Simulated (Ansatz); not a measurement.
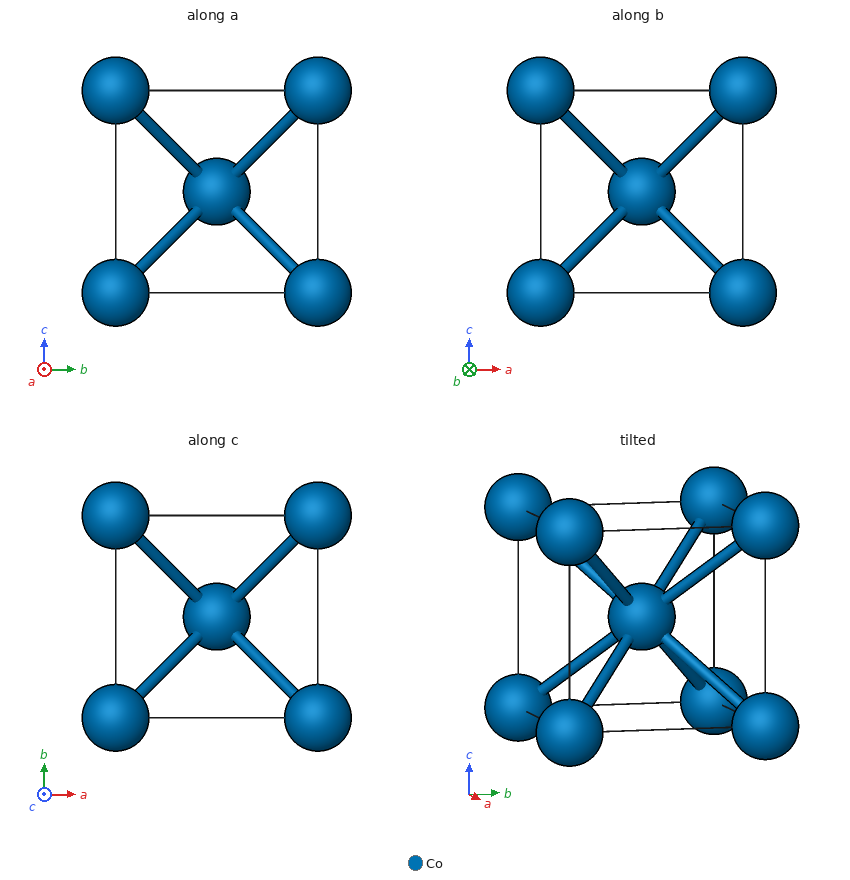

The crystal in a ball-and-stick representation, seen along the a axis, along the b axis, along the c axis and slightly off an axis. One conventional unit cell is framed, with atoms on its boundary repeated.

Lattice parameters: a = 2.7631 Å, b = 2.7631 Å, c = 2.7631 Å, α = 90.000°, β = 90.000°, γ = 90.000°.

Q: Write down what is shown as a CIF with its space group and independent sites.

A:
```cif
data_structure
_symmetry_space_group_name_H-M 'I m -3 m'
_symmetry_Int_Tables_number 229
_cell_length_a 2.7631
_cell_length_b 2.7631
_cell_length_c 2.7631
_cell_angle_alpha 90.000
_cell_angle_beta 90.000
_cell_angle_gamma 90.000
_cell_volume 21.10
loop_
_atom_site_label
_atom_site_type_symbol
_atom_site_symmetry_multiplicity
_atom_site_Wyckoff_symbol
_atom_site_fract_x
_atom_site_fract_y
_atom_site_fract_z
_atom_site_occupancy
Co1 Co 2 a 0.0000 0.0000 0.0000 1
```

It derives from a structure type filled with this element by a generator (whether the element takes this form wasn't checked). Earlier steps of the study may have refined or changed the cell and positions. It was run through Ansatz as a DFT input.
